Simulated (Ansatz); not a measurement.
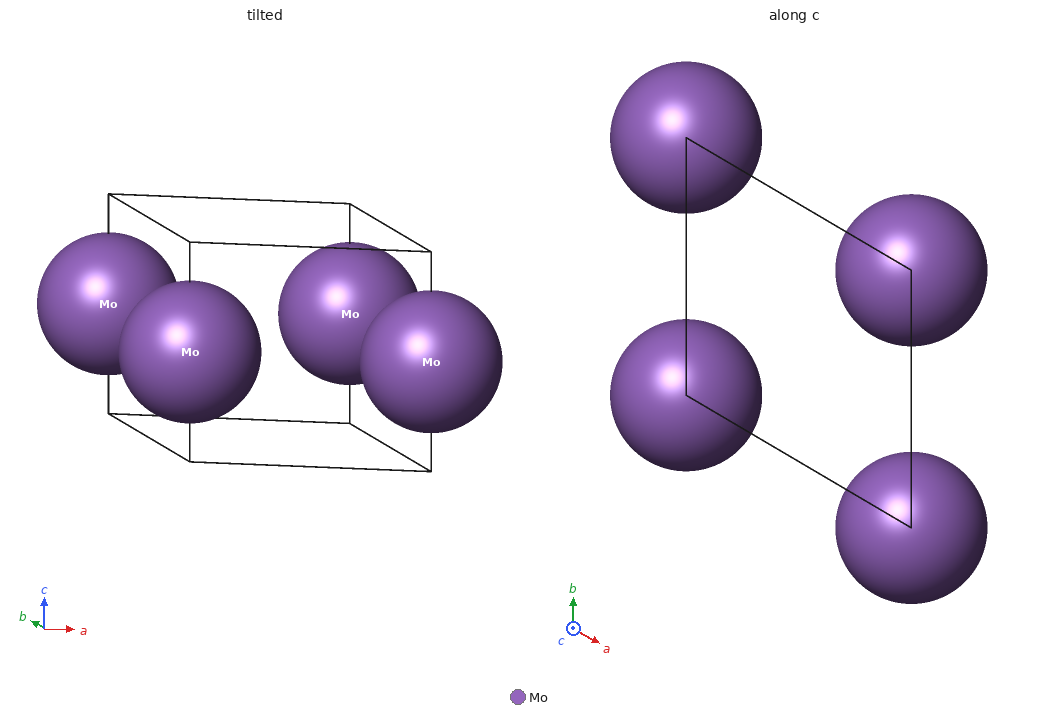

Spheres-only drawing of the structure, looking slightly off an axis and along the c axis. Lines trace the edges of the unit cell. Cell: a = 2.790 Å, b = 2.749 Å, c = 2.555 Å, α = 90.00°, β = 90.00°, γ = 120.49°.

- The element is molybdenum.
- Strictly the space group is Cmmm (No. 65, within 0.01 Å). It is a distorted form of a primitive hexagonal structure, space group P6/mmm (No. 191) within 0.25 Å: simple hexagonal.
- The cell holds one atom.
- Each Mo atom is coordinated by eight Mo at about 2.6 to 2.8 Å.

The structure comes from a structure listed in the Materials Project. The cell was then strained or its atoms displaced on purpose. Ansatz was used for an electronic-structure calculation on it.

At this level of theory the cell isn't at rest (stretched, at -8 GPa), so its distances can differ from those at equilibrium, the more so the softer the solid.
